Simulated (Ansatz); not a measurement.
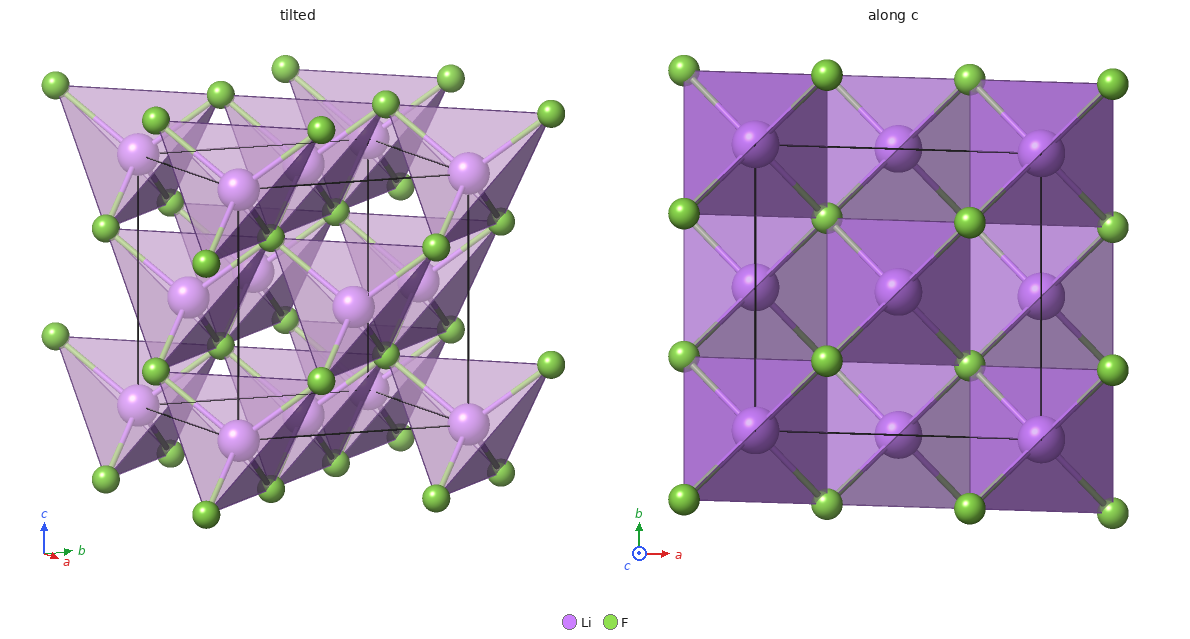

An orthographic polyhedral view of the structure, slightly off an axis and along the c axis. The lines enclose the drawn cell (a repeat of the simulation cell); boundary atoms appear with their images. Some atoms of the next cells are drawn as well.

LiF, a = 4.29 Å, b = 4.29 Å, c = 4.29 Å, α = 90.00°, β = 90.00°, γ = 91.81°.

All computed values are from Ansatz 0.2.0, DFT, r2SCAN, plane waves, PAW. Settings: a cutoff energy of 500 eV, k-points about 0.26 Å⁻¹ apart, no spin polarisation.

What does the calculation say: metal or gapped?

Answer. An insulator at this level, with a gap of 8.60 eV, direct.

Would the cell expand or shrink if it could?

Answer. The computed pressure is 0.0 GPa, close to zero. The stress isn't hydrostatic: its largest component is 1.1 GPa.

Provenance: a structure type filled with these elements by a generator (whether the compound takes this form wasn't checked). The cell was then strained or its atoms displaced on purpose. It was run through Ansatz as a DFT input.
